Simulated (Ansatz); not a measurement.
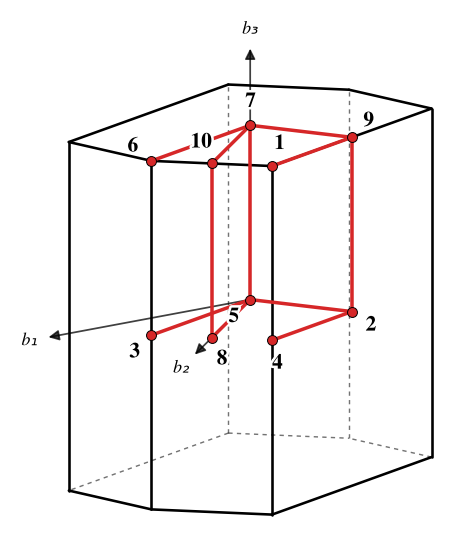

For Co, the geometry relaxed with Ansatz 0.2.0, DFT, PBEsol, plane waves (420 eV) with PAW, scalar-relativistic; the starting structure was generated, so it need not be a known form of this composition: the first Brillouin zone of a base-centred orthorhombic lattice (oC; extended symbol oC1) is drawn with its special points numbered. All values are computed from the atomic coordinates in the standard setting (tolerance 0.002 Å).

a = 2.380 Å, b = 7.299 Å, c = 2.399 Å, α = 90.00°, β = 90.00°, γ = 90.00°.

Labels and path follow the convention of Hinuma et al. (2017), as computed by seekpath; the arrows show the directions of the reciprocal primitive vectors b₁, b₂, b₃, in which coordinates are given.

### Which special point is each number?

```
no.  label           coordinates
  1     E₀  (−0.277, 0.723, 1/2)
  2      Y        (−1/2, 1/2, 0)
  3     Σ₀     (0.277, 0.277, 0)
  4     C₀    (−0.277, 0.723, 0)
  5      Γ             (0, 0, 0)
  6     A₀   (0.277, 0.277, 1/2)
  7      Z           (0, 0, 1/2)
  8      S           (0, 1/2, 0)
  9      T      (−1/2, 1/2, 1/2)
 10      R         (0, 1/2, 1/2)
```
